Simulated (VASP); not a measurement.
**Run report: Ni, workfunction calculation (part 1 of 2)**

- system: Ni (slab, 6 atoms in the cell)
- method: Kohn-Sham DFT of a periodic cell, PBE, VASP PAW PBE potentials, recommended, spin-polarised (VASP 6.6.1)

The structure derives from an entry of the Crystallography Open Database. It belongs to a series of runs on one base structure; here: field_v_per_ang = 0; the (1 1 1) slab of Ni, cut from the database cell, not relaxed.

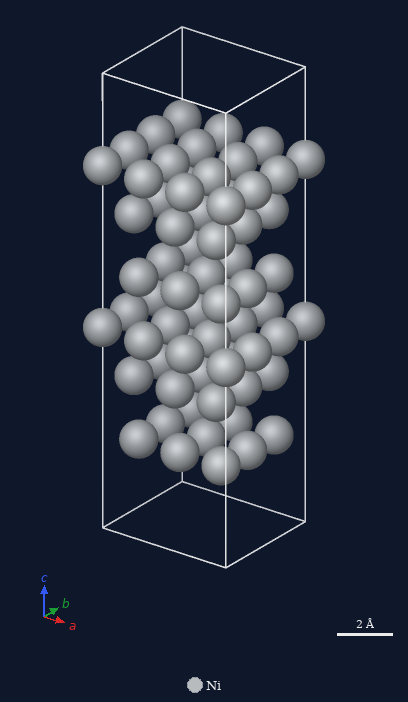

Figure 1. The structure as given in the input (spheres-only view of the 3 × 3 repeat of the cell, with the vacuum cut short, seen slightly off an axis).

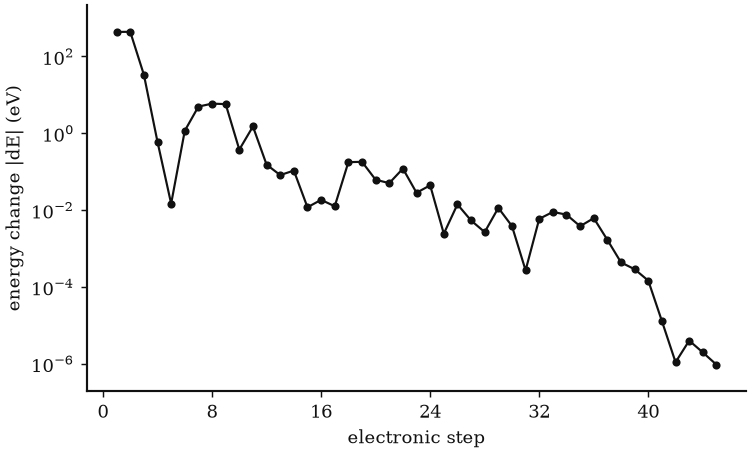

Figure 2. Convergence of the self-consistent field: energy change |dE| against the electronic step. It takes 45 electronic steps. The density is held fixed in the first few steps, and dE rises again when its update begins.

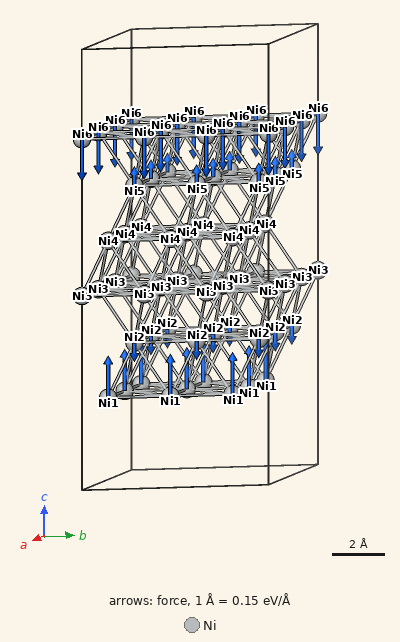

Figure 3. Forces on the atoms as blue arrows (ball-and-stick view of the 3 × 3 repeat of the cell, with the vacuum cut short, seen slightly off an axis; atoms are numbered from 1 in the order of the input). The largest act on Ni1, Ni6 (0.25 eV/Å); Ni2, Ni5 (0.12 eV/Å). The geometry is not a stationary point of this energy.

These pictures come from the run below.

INCAR:
```
SYSTEM = Ni
  PREC = Accurate
  ENCUT = 520
  EDIFF = 1E-6
  ISMEAR = -1
  SIGMA = 0.05
  LREAL = .FALSE.
  LASPH = .TRUE.
  NELM = 100
  ALGO = Normal
  ISIF = 2
  LWAVE = .FALSE.
  LCHARG = .FALSE.
  ISPIN = 2
  MAGMOM = 1 1 1 1 1 1
  LORBIT = 11
  LMAXMIX = 4
  LDIPOL = .TRUE.
  IDIPOL = 3
  DIPOL = 0.5 0.5 0.500
  GGA = PE
  EFIELD = 0
  LVHAR = .TRUE.
  LVACPOTAV = .TRUE.
```

KPOINTS:
```
Automatic mesh
0
G
  12 12 1
  0 0 0
```

POSCAR:
```
Ni
1.0
    2.5002588676      0.0000000000      0.0000000000
   -1.2501294338      2.1652876954      0.0000000000
    0.0000000000      0.0000000000     25.2072640841
Ni
6
Direct
    0.6666666667      0.3333333333      0.2975332815
    0.3333333333      0.6666666667      0.3785199689
    0.0000000000      0.0000000000      0.4595066563
    0.6666666667      0.3333333333      0.5404933437
    0.3333333333      0.6666666667      0.6214800311
    0.0000000000      0.0000000000      0.7024667185
```

Command:
```bash
cat potpaw_PBE.64/Ni/POTCAR > POTCAR
mpirun -np 1 vasp_std > vasp.out
```

OSZICAR:
```
N       E                     dE             d eps       ncg     rms          rms(c)
DAV:   1     0.436018899410E+03    0.43602E+03   -0.27703E+04  2964   0.184E+03
DAV:   2    -0.326373467873E+01   -0.43928E+03   -0.42183E+03  2985   0.369E+02
DAV:   3    -0.368080640984E+02   -0.33544E+02   -0.31522E+02  3181   0.142E+02
DAV:   4    -0.374061825393E+02   -0.59812E+00   -0.59099E+00  3311   0.205E+01
DAV:   5    -0.374208994009E+02   -0.14717E-01   -0.14716E-01  4468   0.205E+00    0.236E+01
DAV:   6    -0.385822173219E+02   -0.11613E+01   -0.76106E+01  3384   0.134E+02    0.331E+01
DAV:   7    -0.435352409132E+02   -0.49530E+01   -0.66266E+01  3501   0.162E+02    0.385E+01
DAV:   8    -0.376168183979E+02    0.59184E+01   -0.50522E+01  4538   0.877E+01    0.342E+01
DAV:   9    -0.318685426949E+02    0.57483E+01   -0.16166E+01  4107   0.520E+01    0.146E+01
DAV:  10    -0.322441394347E+02   -0.37560E+00   -0.14054E+01  3781   0.627E+01    0.204E+01
DAV:  11    -0.307405734440E+02    0.15036E+01   -0.34121E+00  3676   0.322E+01    0.567E+00
DAV:  12    -0.308933116058E+02   -0.15274E+00   -0.82429E-01  3823   0.101E+01    0.385E+00
DAV:  13    -0.309748422297E+02   -0.81531E-01   -0.42368E-01  3189   0.100E+01    0.180E+00
DAV:  14    -0.310816731362E+02   -0.10683E+00   -0.12054E-01  3662   0.400E+00    0.268E+00
DAV:  15    -0.310698399933E+02    0.11833E-01   -0.28075E-02  3006   0.169E+00    0.263E+00
DAV:  16    -0.310883111687E+02   -0.18471E-01   -0.14567E-02  3480   0.194E+00    0.239E+00
DAV:  17    -0.311008890396E+02   -0.12578E-01   -0.35214E-03  3164   0.658E-01    0.245E+00
DAV:  18    -0.312778939379E+02   -0.17700E+00   -0.12420E-01  3555   0.376E+00    0.311E+00
DAV:  19    -0.314585041038E+02   -0.18061E+00   -0.24144E-01  4159   0.659E+00    0.534E+00
DAV:  20    -0.313968408207E+02    0.61663E-01   -0.68767E-02  3597   0.391E+00    0.372E+00
DAV:  21    -0.313465177101E+02    0.50323E-01   -0.93700E-02  3912   0.499E+00    0.203E+00
DAV:  22    -0.314666767809E+02   -0.12016E+00   -0.69120E-02  3308   0.207E+00    0.261E+00
DAV:  23    -0.314949293329E+02   -0.28253E-01   -0.88752E-03  3266   0.899E-01    0.268E+00
DAV:  24    -0.315391230798E+02   -0.44194E-01   -0.17645E-02  3569   0.152E+00    0.316E+00
DAV:  25    -0.315415494118E+02   -0.24263E-02   -0.91256E-03  3287   0.186E+00    0.314E+00
DAV:  26    -0.315274546417E+02    0.14095E-01   -0.60614E-03  3260   0.723E-01    0.264E+00
DAV:  27    -0.315221000453E+02    0.53546E-02   -0.56462E-03  3263   0.977E-01    0.222E+00
DAV:  28    -0.315194307868E+02    0.26693E-02   -0.27240E-03  3215   0.505E-01    0.187E+00
DAV:  29    -0.315080115223E+02    0.11419E-01   -0.61498E-03  3200   0.787E-01    0.136E+00
DAV:  30    -0.315041748777E+02    0.38366E-02   -0.19947E-03  3302   0.372E-01    0.106E+00
DAV:  31    -0.315044447179E+02   -0.26984E-03   -0.24116E-03  3660   0.545E-01    0.649E-01
DAV:  32    -0.315103530250E+02   -0.59083E-02   -0.41021E-03  3212   0.605E-01    0.334E-01
DAV:  33    -0.315192941577E+02   -0.89411E-02   -0.13771E-03  3333   0.402E-01    0.652E-02
DAV:  34    -0.315268971515E+02   -0.76030E-02   -0.72135E-04  3185   0.240E-01    0.139E-01
DAV:  35    -0.315306961094E+02   -0.37990E-02   -0.68870E-05  3314   0.901E-02    0.129E-01
DAV:  36    -0.315368649649E+02   -0.61689E-02   -0.13847E-04  3167   0.667E-02    0.147E-01
DAV:  37    -0.315385365417E+02   -0.16716E-02   -0.67241E-05  3141   0.611E-02    0.112E-01
DAV:  38    -0.315389690937E+02   -0.43255E-03   -0.19250E-05  3223   0.463E-02    0.890E-02
DAV:  39    -0.315392569531E+02   -0.28786E-03   -0.25406E-05  3212   0.440E-02    0.676E-02
DAV:  40    -0.315394021242E+02   -0.14517E-03   -0.30703E-05  3174   0.608E-02    0.266E-02
DAV:  41    -0.315394149342E+02   -0.12810E-04   -0.89508E-06  3106   0.220E-02    0.920E-03
DAV:  42    -0.315394160245E+02   -0.10903E-05   -0.15647E-06  2024   0.129E-02    0.129E-02
DAV:  43    -0.315394200089E+02   -0.39844E-05   -0.94865E-07  1854   0.136E-02    0.629E-03
DAV:  44    -0.315394219730E+02   -0.19641E-05   -0.32412E-07  1805   0.443E-03    0.403E-03
DAV:  45    -0.315394229137E+02   -0.94070E-06   -0.14230E-07  1832   0.389E-03
   1 F= -.31539423E+02 E0= -.31491016E+02  d E =-.968143E-01  mag=     3.9045
```

Parts of OUTCAR:
```
SYSTEM = Ni
   PREC = Accurate
   ENCUT = 520
   EDIFF = 1E-6
   ISMEAR = -1
   LREAL = .FALSE.
   LASPH = .TRUE.
   NELM = 100
   ISIF = 2
   ISPIN = 2
   LORBIT = 11
   GGA = PE

 ion  position               nearest neighbor table
   1  0.667  0.333  0.298-   2 2.50   2 2.50   2 2.50
   2  0.333  0.667  0.379-   3 2.50   1 2.50   1 2.50   3 2.50   3 2.50   1 2.50
   3  0.000  0.000  0.460-   2 2.50   4 2.50   4 2.50   2 2.50   4 2.50   2 2.50
   4  0.667  0.333  0.540-   5 2.50   3 2.50   5 2.50   3 2.50   3 2.50   5 2.50
   5  0.333  0.667  0.621-   6 2.50   4 2.50   4 2.50   6 2.50   6 2.50   4 2.50
   6  0.000  0.000  0.702-   5 2.50   5 2.50   5 2.50

  LATTYP: Found a hexagonal cell.
 ALAT       =     2.5002588676
 C/A-ratio  =    10.0818616867

  Lattice vectors:

 A1 = (   2.5002588676,   0.0000000000,   0.0000000000)
 A2 = (  -1.2501294338,   2.1652876954,   0.0000000000)
 A3 = (   0.0000000000,   0.0000000000,  25.2072640841)

Analysis of symmetry for initial positions (statically):
=====================================================================
 Subroutine PRICEL returns:
 Original cell was already a primitive cell.

 Routine SETGRP: Setting up the symmetry group for a
 hexagonal supercell.

 Subroutine GETGRP returns: Found 12 space group operations
 (whereof  6 operations were pure point group operations)
 out of a pool of 24 trial point group operations.

The static configuration has the point symmetry C_3v.
 The point group associated with its full space group is D_3d.

Analysis of symmetry for dynamics (positions and initial velocities):
=====================================================================
 Subroutine PRICEL returns:
 Original cell was already a primitive cell.

 Routine SETGRP: Setting up the symmetry group for a
 hexagonal supercell.

 Subroutine GETGRP returns: Found 12 space group operations
 (whereof  6 operations were pure point group operations)
 out of a pool of 24 trial point group operations.

The dynamic configuration has the point symmetry C_3v.
 The point group associated with its full space group is D_3d.

Analysis of structural, dynamic, and magnetic symmetry:
=====================================================================
 Subroutine PRICEL returns:
 Original cell was already a primitive cell.

 Routine SETGRP: Setting up the symmetry group for a
 hexagonal supercell.

 Subroutine GETGRP returns: Found 12 space group operations
 (whereof  6 operations were pure point group operations)
 out of a pool of 24 trial point group operations.

The overall configuration has the point symmetry C_3v.
 The point group associated with its full space group is D_3d.

 Subroutine INISYM returns: Found 12 space group operations
 (whereof  6 operations are pure point group operations),
 and found     1 'primitive' translations

----------------------------------------------------------------------------------------

                                     Primitive cell

  volume of cell :     136.4666

  direct lattice vectors                    reciprocal lattice vectors
     2.500258868  0.000000000  0.000000000     0.399958585  0.230916197  0.000000000
    -1.250129434  2.165287695  0.000000000     0.000000000  0.461832394  0.000000000
     0.000000000  0.000000000 25.207264084     0.000000000  0.000000000  0.039671104

  length of vectors
     2.500258868  2.500258868 25.207264084     0.461832394  0.461832394  0.039671104

  position of ions in fractional coordinates (direct lattice)
     0.666666667  0.333333333  0.297533282
     0.333333333  0.666666667  0.378519969
     0.000000000  0.000000000  0.459506656
     0.666666667  0.333333333  0.540493344
     0.333333333  0.666666667  0.621480031
     0.000000000  0.000000000  0.702466718

  ion indices of the primitive-cell ions
   primitive index   ion index
                 1           1
                 2           2
                 3           3
                 4           4
                 5           5
                 6           6

----------------------------------------------------------------------------------------

 KPOINTS: Automatic mesh

Automatic generation of k-mesh.
 Grid dimensions read from file:
 generate k-points for:   12   12    1

 Generating k-lattice:

  Cartesian coordinates                     Fractional coordinates (reciprocal lattice)
     0.033329882  0.019243016  0.000000000     0.083333333  0.000000000  0.000000000
     0.000000000  0.038486033  0.000000000     0.000000000  0.083333333  0.000000000
     0.000000000  0.000000000  0.039671104     0.000000000  0.000000000  1.000000000

  Length of vectors
     0.038486033  0.038486033  0.039671104

  Shift w.r.t. Gamma in fractional coordinates (k-lattice)
     0.000000000  0.000000000  0.000000000

 Subroutine IBZKPT returns following result:
 ===========================================

 Found     19 irreducible k-points:

 Following reciprocal coordinates:
            Coordinates               Weight
  0.000000  0.000000  0.000000      1.000000
  0.083333 -0.000000  0.000000      6.000000
  0.166667  0.000000  0.000000      6.000000
  0.250000  0.000000  0.000000      6.000000
  0.333333  0.000000  0.000000      6.000000
  0.416667  0.000000  0.000000      6.000000
  0.500000  0.000000  0.000000      3.000000
  0.083333  0.083333  0.000000      6.000000
  0.166667  0.083333  0.000000     12.000000
  0.250000  0.083333  0.000000     12.000000
  0.333333  0.083333  0.000000     12.000000
  0.416667  0.083333  0.000000     12.000000
  0.166667  0.166667  0.000000      6.000000
  0.250000  0.166667  0.000000     12.000000
  0.333333  0.166667  0.000000     12.000000
  0.416667  0.166667  0.000000      6.000000
  0.250000  0.250000  0.000000      6.000000
  0.333333  0.250000  0.000000     12.000000
  0.333333  0.333333  0.000000      2.000000
   k-points           NKPTS =     19   k-points in BZ     NKDIM =     19   number of bands    NBANDS=     39
   number of dos      NEDOS =    301   number of ions     NIONS =      6
   total plane-waves  NPLWV =  76800
   dimension x,y,z NGX =    20 NGY =   20 NGZ =  192
   dimension x,y,z NGXF=    40 NGYF=   40 NGZF=  384
   ions per type =               6
   NGX,Y,Z   is equivalent  to a cutoff of  13.30, 13.30, 12.66 a.u.
   NGXF,Y,Z  is equivalent  to a cutoff of  26.60, 26.60, 25.33 a.u.
 SYSTEM =  Ni
   PREC   = accura    normal or accurate (medium, high low for compatibility)
   ISTART =      0    job   : 0-new  1-cont  2-samecut
   ICHARG =      2    charge: 1-file 2-atom 10-const
   ISPIN  =      2    spin polarized calculation?
   LNONCOLLINEAR =      F non collinear calculations
   LSORBIT =      F    spin-orbit coupling
   LASPH  =      T    aspherical Exc in radial PAW
   ENCUT  =  520.0 eV  38.22 Ry    6.18 a.u.   4.65  4.65 46.87*2*pi/ulx,y,z
   NELM   =    100;   NELMIN=  2; NELMDL= -5     # of ELM steps
   EDIFF  = 0.1E-05   stopping-criterion for ELM
   LREAL  =      F    real-space projection
   EDIFFG = 0.1E-04   stopping-criterion for IOM
   NSW    =      0    number of steps for IOM
   IBRION =     -1    ionic relax: 0-MD 1-quasi-New 2-CG
   NFREE  =      0    steps in history (QN), initial steepest desc. (CG)
   ISIF   =      2    stress and relaxation
   ISYM   =      2    0-nonsym 1-usesym 2-fastsym
   POTIM  = 0.5000    time-step for ionic-motion
   TEBEG  =    0.0;   TEEND  =   0.0 temperature during run
   PSTRESS=    0.0 pullay stress
   NELECT =      60.0000    total number of electrons
   NUPDOWN=      -1.0000    fix difference up-down
   EMIN   =  10.00;   EMAX   =-10.00  energy-range for DOS
   EFERMI =   0.00;   METHOD = LEGACY
   ISMEAR =    -1;   SIGMA  =   0.05  broadening in eV -4-tet -1-fermi 0-gaus
   EFERMI_NEDOS =   21; number of points for ismear=-14 and -15
   IALGO  =     38    algorithm
   IMIX   =      4    mixing-type and parameters
     AMIX     =   0.40;   BMIX     =  1.00
     AMIX_MAG =   1.60;   BMIX_MAG =  1.00
  volume/ion in A,a.u.               =      22.74       153.49
  Fermi-wavevector in a.u.,A,eV,Ry     =   1.244848  2.352422 21.084236  1.549648
  Thomas-Fermi vector in A             =   2.379097
   LORBIT       =     11    0 simple, 1 ext, 2 COOP (PROOUT), +10 PAW based schemes
   GGA     = PE    functional components
   LHFCALC =     F    Hartree Fock is set to
   AEXX    =    0.0000 exact exchange contribution
   IVDW    =     0    specifies the selected vdW correction
   LEPSILON=     F    determine dielectric tensor
   LRPA    =     F    only Hartree local field effects (RPA)
 spin polarized calculation
  energy-cutoff  :      520.00
  volume of cell :      136.47
 maximum number of plane-waves:      3705
 NGX is ok and might be reduce to    20
   NGX =  9   NGY =  9   NGZ = 93

 number of electron      60.0000016 magnetization       3.9045666

 dipolmoment           0.000000      0.000000      0.000003 electrons x Angstroem

 Free energy of the ion-electron system (eV)
  ---------------------------------------------------
  ext. energy  EPLUGINS =         0.00000000
  ---------------------------------------------------
  free energy    TOTEN  =       -31.53942291 eV

  energy without entropy =      -31.44260866  energy(sigma->0) =      -31.49101579

 E-fermi :   1.9309     XC(G=0):  -7.1163     alpha+bet : -7.8751

 val. band max:        1.9295572120   @ k =   0.3333   0.3333   0.0000
 cond. band min:       1.9395938678   @ k =   0.0833   0.0833   0.0000
 fundamental gap:      0.0100366558
 Fermi energy:         1.9308638529

 spin component 1

 k-point     1 :       0.0000    0.0000    0.0000
  band No.  band energies     occupation
      1      -6.7497      1.00000
      2      -6.0711      1.00000
      3      -5.0441      1.00000
      4      -3.8930      1.00000
      5      -3.0712      1.00000
      6      -2.8444      1.00000
      7      -0.6792      1.00000
      8      -0.6689      1.00000
      9      -0.4817      1.00000
     10      -0.4469      1.00000
     11      -0.4469      1.00000
     12      -0.4333      1.00000
     13      -0.4333      1.00000
     14      -0.3763      1.00000
     15      -0.3417      1.00000
     16      -0.3417      1.00000
     17      -0.3320      1.00000
     18      -0.3320      1.00000
     19      -0.1295      1.00000
     20      -0.1295      1.00000
     21      -0.1150      1.00000
     22      -0.1150      1.00000
     23       0.2208      1.00000
     24       0.6458      1.00000
     25       0.6458      1.00000
     26       0.6545      1.00000
     27       0.6545      1.00000
     28       0.7817      1.00000
     29       0.7817      1.00000
     30       1.0248      1.00000
     31       1.0248      1.00000
     32       1.2323      1.00000
     33       1.2323      1.00000
     34       1.3005      1.00000
     35       1.3005      1.00000
     36       1.6376      0.99717
     37       2.1121      0.02595
     38       6.6828      0.00000
     39       6.7748      0.00000
```
